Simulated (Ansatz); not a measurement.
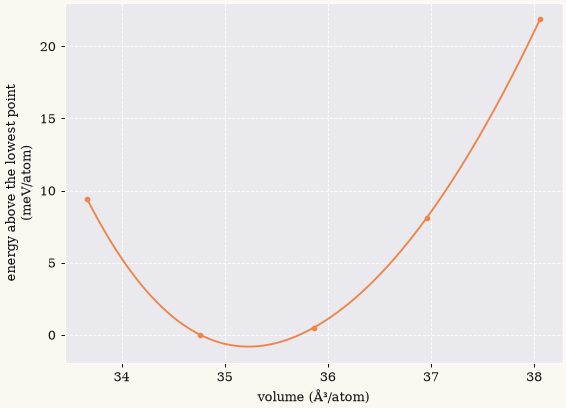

The figure shows the energy above the lowest point against volume.

Calculation (Ansatz 0.2.0 development build): equation of state of a cubic crystal from periodic Kohn-Sham density functional theory without spin; pressure corrected for the finite basis. Level: HSE06.

**For which of these solids was it computed?**
A. Sr, Fm-3m (No. 225)
B. InSb, F-43m (No. 216)
C. Ge, Fd-3m (No. 227)

B, InSb: energy above the lowest point from 0.0 meV/atom to 21.9 meV/atom. The others give: Ge, energy above the lowest point from 0.0 meV/atom to 26.7 meV/atom; Sr, energy above the lowest point from 0.0 meV/atom to 37.4 meV/atom.

For Ge, limits of the calculation: coarse k-mesh, values are not converged in k.

For InSb, limits of the calculation: coarse k-mesh, values are not converged in k.

For Sr, limits of the calculation: modest k-mesh, values are not fully converged in k; the volumes run don't bracket the minimum of the energy, so any equilibrium value is extrapolated.
